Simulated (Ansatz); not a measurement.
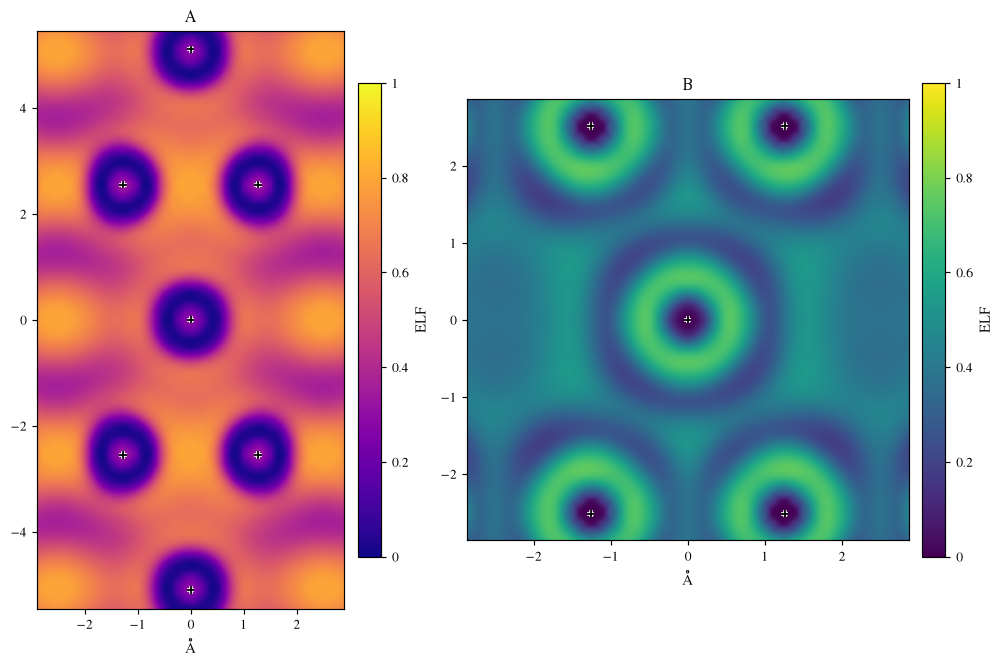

The electron localisation function of 2 systems, each on a plane through atoms (crosses mark nuclei in the plane).

Level of theory: DFT, PBEsol, plane waves (420 eV) with PAW, scalar-relativistic (Ansatz 0.2.0).

System 1: Al, the (001) plane of the conventional cell. Space group Pm-3n; set up as Al, A15; a generated structure, not necessarily the stable one.

```
Al
1.0
     5.10215    0.00000    0.00000
     0.00000    5.10215    0.00000
     0.00000    0.00000    5.10215
Al
8
Direct
  0.00000 0.00000 0.00000
  0.50000 0.50000 0.50000
  0.25000 0.00000 0.50000
  0.75000 0.00000 0.50000
  0.50000 0.25000 0.00000
  0.50000 0.75000 0.00000
  0.00000 0.50000 0.25000
  0.00000 0.50000 0.75000
```

System 2: W, the (010) plane of the conventional cell. Space group Pm-3n; set up as W, beta-W (A15).

Question: Match each panel to its system.

Answer: Panel A is system 1, Al: the plane holds Al. Al–Al (2.55 Å): the ELF peaks at about 0.80 between the atoms. Panel B is system 2, W: the plane holds W. W–W (2.52 Å): the ELF is about 0.40 at the midpoint.
